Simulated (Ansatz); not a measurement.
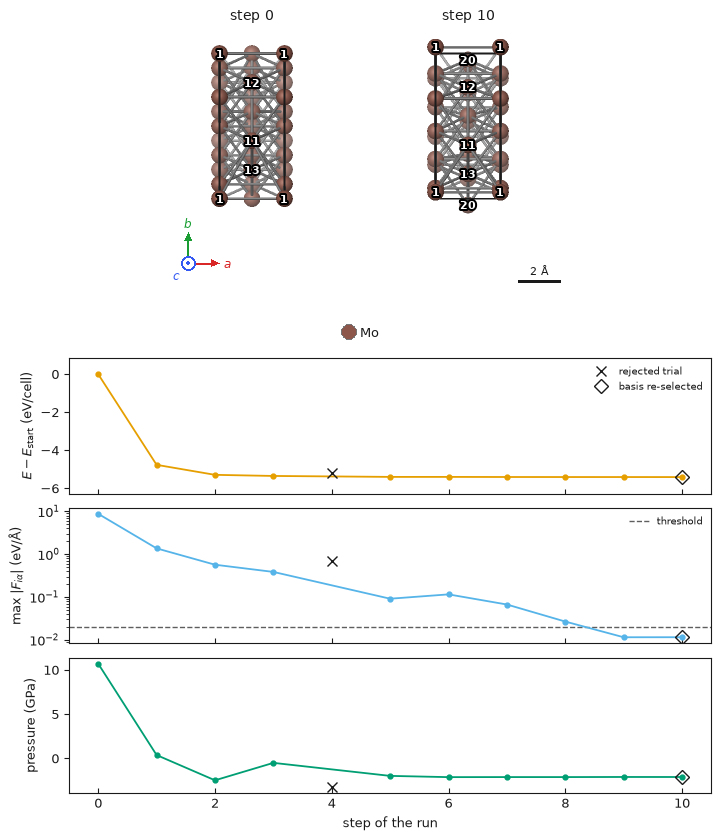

First and last geometry of a relaxation of an interface cell of composition Mo, with the history of the run. The picture is a ball-and-stick view of the cell of the calculation, seen along the c axis.

Case: symmetric tilt boundary Sigma 5 (2 1 0), mirror on a plane, shift [0.5, 0].

The calculation used Ansatz 0.2.0, DFT PBE, scalar-relativistic, plane waves, PAW.

The input:
```yaml
crystal:
  lattice:
    - [3.1604413621, 0.0, 0.0]
    - [0.0, 7.0669617246, 0.0]
    - [0.0, 0.0, 14.4339234492]
  atoms:
    - { symbol: Mo, position: [0.0, 0.0, 0.0] }
    - { symbol: Mo, position: [0.0, 0.4, 0.097921563] }
    - { symbol: Mo, position: [0.0, 0.8, 0.1958431261] }
    - { symbol: Mo, position: [0.0, 0.2, 0.2937646891] }
    - { symbol: Mo, position: [0.0, 0.6, 0.3916862522] }
    - { symbol: Mo, position: [0.5, 0.7, 0.0489607815] }
    - { symbol: Mo, position: [0.5, 0.1, 0.1468823446] }
    - { symbol: Mo, position: [0.5, 0.5, 0.2448039076] }
    - { symbol: Mo, position: [0.5, 0.9, 0.3427254706] }
    - { symbol: Mo, position: [0.5, 0.3, 0.4406470337] }
    - { symbol: Mo, position: [0.5, 0.4, 0.8916862522] }
    - { symbol: Mo, position: [0.5, 0.8, 0.7937646891] }
    - { symbol: Mo, position: [0.5, 0.2, 0.6958431261] }
    - { symbol: Mo, position: [0.5, 0.6, 0.597921563] }
    - { symbol: Mo, position: [0.0, 0.7, 0.9406470337] }
    - { symbol: Mo, position: [0.0, 0.1, 0.8427254706] }
    - { symbol: Mo, position: [0.0, 0.5, 0.7448039076] }
    - { symbol: Mo, position: [0.0, 0.9, 0.6468823446] }
    - { symbol: Mo, position: [0.0, 0.3, 0.5489607815] }
    - { symbol: Mo, position: [0.5, 1.0, 0.5] }
basis:
  ecutwfc: 420
kpoints:
  mp_grid: { grid: [10, 6, 3] }
hamiltonian:
  xc: pbe
scf:
  occupations: { method: gaussian, width: 0.1 }
output:
  forces: true
  stress: true
  eigenvalues: true
  populations: true
  write_density: true
  write_potential: true
  elf: true
  volumetric_format: npy
relax:
  adjacent_minimum: "off"
  f_tol: 0.02
  max_steps: 60
  cell: { fix: [a, b, alpha, beta, gamma], stress_tol: 0.1 }
```

Run as
```bash
ansatz run input.yaml --threads 4 --pin off --max-ram 11264MiB --backend cpu --events-out ev --progress --plain --runs-dir out
```

What do the curves and the structures tell?

Answer. It converged. The largest moves relative to the cell, 0.33 Å, are those of Mo1 and Mo20. Mo1 goes roughly along +b. The volume changes by +1.8 %, with a unchanged at 3.160 Å, b unchanged at 7.067 Å, c 14.434 → 14.691 Å (+1.8 %). Some distances before and after: Mo10–Mo20 2.287 → 2.788 Å, Mo1–Mo11 3.596 → 3.159 Å, Mo10–Mo19 2.223 → 2.597 Å, Mo5–Mo19 3.106 → 3.416 Å. Over 8 accepted moves (10 points after the start) the energy falls by 5.403 eV per cell of the calculation. Largest force component: 8.8 eV/Å at the start, 0.011 eV/Å at the end. The pressure goes from 10.71 to −2.09 GPa. The line search rejected the trial step at point 4 of the run. At 1 point the geometry stayed and the basis and grid were re-selected for the new cell (energy shift of 1.6 meV per cell of the calculation at most each time). Cost: 22 min on 4 threads of Arm Neoverse V1 (shared host), peak memory 2.5 GiB.

```tsv
step	E − E(0), meV/atom	largest force component, eV/Å	pressure, GPa	volume, Å³/atom	note
0	0.00	8.7857	10.71	16.119	
1	-238.02	1.3694	0.39	16.342	
2	-264.30	0.5685	-2.47	16.442	
3	-267.22	0.3859	-0.50	16.298	
4	-258.81	0.6943	-3.24	16.476	rejected
5	-269.72	0.0913	-1.97	16.389	
6	-269.74	0.1153	-2.11	16.417	
7	-269.97	0.0668	-2.10	16.402	
8	-270.07	0.0267	-2.10	16.407	
9	-270.09	0.0115	-2.09	16.406	
10	-270.17	0.0115	-2.09	16.406	same geometry, new basis
```
